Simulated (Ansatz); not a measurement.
A periodic structure is given below.

```
Ga Sb
1.0
     4.48291    0.00000    0.00000
     0.00000    4.48291    0.00000
     0.00000    0.00000    6.10416
Ga Sb
2 2
Cartesian
  0.0000 0.0000 0.0000
  2.2415 2.2415 3.0521
  0.0000 2.2415 4.5781
  2.2415 0.0000 1.5260
```

Q: Before looking at a picture, describe the arrangement of atoms.

A: It has the composition GaSb. Its lattice is body-centred tetragonal, its space group I-4m2 (No. 119). One cell contains 2 Ga, 2 Sb, 4 atoms in all. The coordination shell of Ga holds four Sb in a tetrahedral arrangement at 2.71 Å. Sb bonds to four Ga in a tetrahedral arrangement at 2.71 Å. The bonds build a three-dimensional framework.

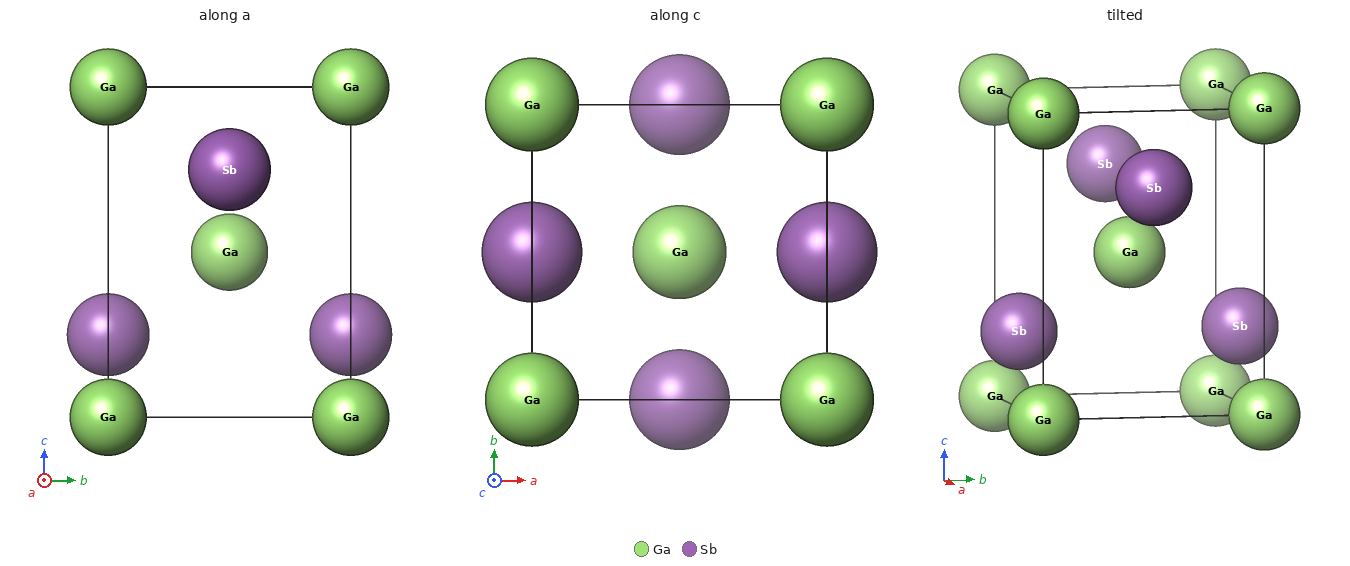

Shown here is a spheres-only view of the crystal, taken along the a axis, along the c axis and slightly off an axis. One conventional unit cell is framed, with atoms on its boundary repeated. Colours: gallium green, antimony purple.

Provenance: a structure listed in the Materials Project. It was relaxed with DFT PBE, scalar-relativistic, plane waves, PAW in Ansatz 0.2.0 under a constraint or pressure on the cell, so some stress remains.
